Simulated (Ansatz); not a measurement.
Consider this structure, Ge.

Space group Im-3m (No. 229). a = 3.348 Å, b = 3.348 Å, c = 3.348 Å, α = 90.00°, β = 90.00°, γ = 90.00°
```tsv
atom	site	symmetry	x	y	z
Ge	2a	m-3m	0.0000	0.0000	0.0000
```

Structure used: the geometry relaxed with DFT, r2SCAN, plane waves (500 eV) with PAW, scalar-relativistic in Ansatz; the starting structure was generated, so it need not be a known form of this composition.

### Where will the first 4 clear peaks of its neutron PDF lie (peak width σ = 0.08 Å), and from which pairs do they come?

1. 2.90 Å: Ge–Ge at 2.90 Å
2. 3.35 Å: Ge–Ge at 3.35 Å
3. 4.73 Å: Ge–Ge at 4.73 Å
4. 5.55 Å: Ge–Ge at 5.55 Å

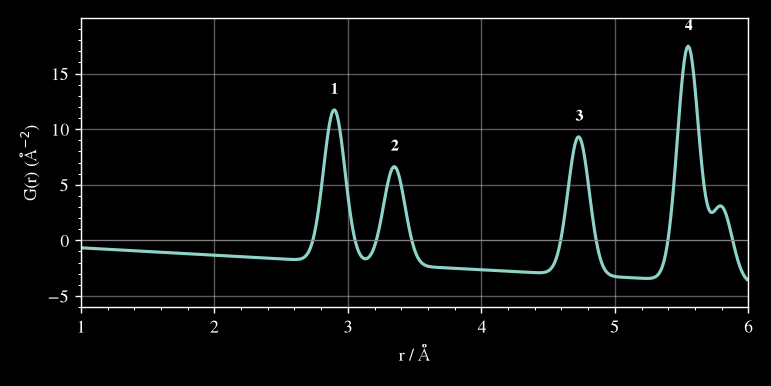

Computed neutron G(r), with each pair weighted by the product of the tabulated coherent neutron scattering lengths (natural isotope mix where the element has one) and a uniform peak width σ = 0.08 Å, damped by exp(−(Q_damp r)²/2) with Q_damp = 0.040 Å⁻¹. There is no Q-range truncation.
